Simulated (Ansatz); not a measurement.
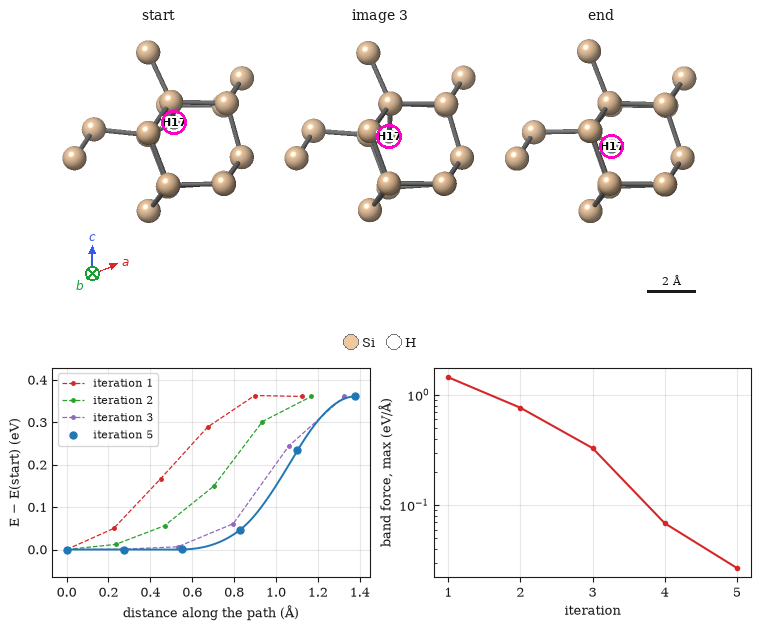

NEB run on Si with an interstitial H (17 atoms in the cell, charge +1). Images are numbered from 0 (start) to 5 (end). The plot follows the band through its iterations. The picture is a ball-and-stick view of the atoms within 4.1 Å of the middle of the path, seen along the b axis. The moving atom is ringed, with any periodic copies. Bonds to atoms that aren't drawn are left out.

Theory: DFT PBE, scalar-relativistic, plane waves, PAW (Ansatz).

The input:
```yaml
crystal:
  lattice:
    - [0.0, 5.43, 5.43]
    - [5.43, 0.0, 5.43]
    - [5.43, 5.43, 0.0]
  atoms:
    - { symbol: Si, position: [0.00383341, 0.01977342, -0.00570621] }
    - { symbol: Si, position: [0.13992239, 0.13847448, 0.11234723] }
    - { symbol: Si, position: [0.00507519, 0.01438461, 0.48533667] }
    - { symbol: Si, position: [0.15829748, 0.08161651, 0.63008113] }
    - { symbol: Si, position: [0.00704659, 0.5114047, -0.00791757] }
    - { symbol: Si, position: [0.13538498, 0.64538499, 0.10299294] }
    - { symbol: Si, position: [0.00208363, 0.5504033, 0.47370605] }
    - { symbol: Si, position: [0.13677551, 0.64013861, 0.61885432] }
    - { symbol: Si, position: [0.51195945, 0.00240777, -0.00649493] }
    - { symbol: Si, position: [0.63098349, 0.12578631, 0.12351888] }
    - { symbol: Si, position: [0.53129026, -0.0240669, 0.49688486] }
    - { symbol: Si, position: [0.6320935, 0.12419357, 0.62109618] }
    - { symbol: Si, position: [0.50879977, 0.49934642, 0.00230555] }
    - { symbol: Si, position: [0.6347083, 0.62998125, 0.118106] }
    - { symbol: Si, position: [0.51005971, 0.49758865, 0.49037155] }
    - { symbol: Si, position: [0.63964896, 0.60114067, 0.62974647] }
    - { symbol: H, position: [0.1767827, 0.31577635, 0.49406618] }
total_charge: 1
basis:
  ecutwfc: 420.0
kpoints:
  mp_grid: { grid: [2, 2, 2] }
hamiltonian:
  xc: pbe
scf:
  occupations: { method: gaussian, width: 0.02 }
  lower_state_search: "off"
  max_iter: 64
neb:
  images: 4
  f_tol: 0.05
  max_iterations: 25
  order_check: false
  climbing: false
  final_atoms:
    - { symbol: Si, position: [-0.00411829, 0.00395618, 0.00395618] }
    - { symbol: Si, position: [0.13329197, 0.12162489, 0.12162489] }
    - { symbol: Si, position: [0.00609511, -0.00850168, 0.49651845] }
    - { symbol: Si, position: [0.13228549, 0.1034225, 0.63166859] }
    - { symbol: Si, position: [0.00609511, 0.49651845, -0.00850168] }
    - { symbol: Si, position: [0.13228549, 0.63166859, 0.1034225] }
    - { symbol: Si, position: [0.00218755, 0.49784158, 0.49784158] }
    - { symbol: Si, position: [0.14230209, 0.61534292, 0.61534292] }
    - { symbol: Si, position: [0.50597354, -0.00612104, -0.00612104] }
    - { symbol: Si, position: [0.62313136, 0.12164228, 0.12164228] }
    - { symbol: Si, position: [0.50553856, -0.00834034, 0.49654104] }
    - { symbol: Si, position: [0.6337504, 0.11251488, 0.6198242] }
    - { symbol: Si, position: [0.50553856, 0.49654104, -0.00834034] }
    - { symbol: Si, position: [0.6337504, 0.6198242, 0.11251488] }
    - { symbol: Si, position: [0.51338262, 0.48677943, 0.48677943] }
    - { symbol: Si, position: [0.62709529, 0.61546681, 0.61546681] }
    - { symbol: H, position: [0.14782371, 0.35242225, 0.35242225] }
```

Command:
```bash
ansatz run input.yaml --threads 1 --pin off --max-ram 3072MiB --backend cpu --events-out ev --progress --plain --runs-dir out
```

**How did the profile develop, and is the result final?**

The run is converged, with reservations. The band converged in 5 iterations. The largest component of the band force went from 1.4 to 0.027 eV/Å. The first iteration put the highest image at 0.36 eV. No barrier shows: the energy is highest at the end, and the end lies 0.36 eV above the start.

Limits of the set-up: the k-point mesh is coarse for a cell with partly filled bands; the periodic images lie only 7.7 Å apart, so the values are limited by the cell's size; the cell is charged, on a uniform background, and energies carry no finite-size correction.
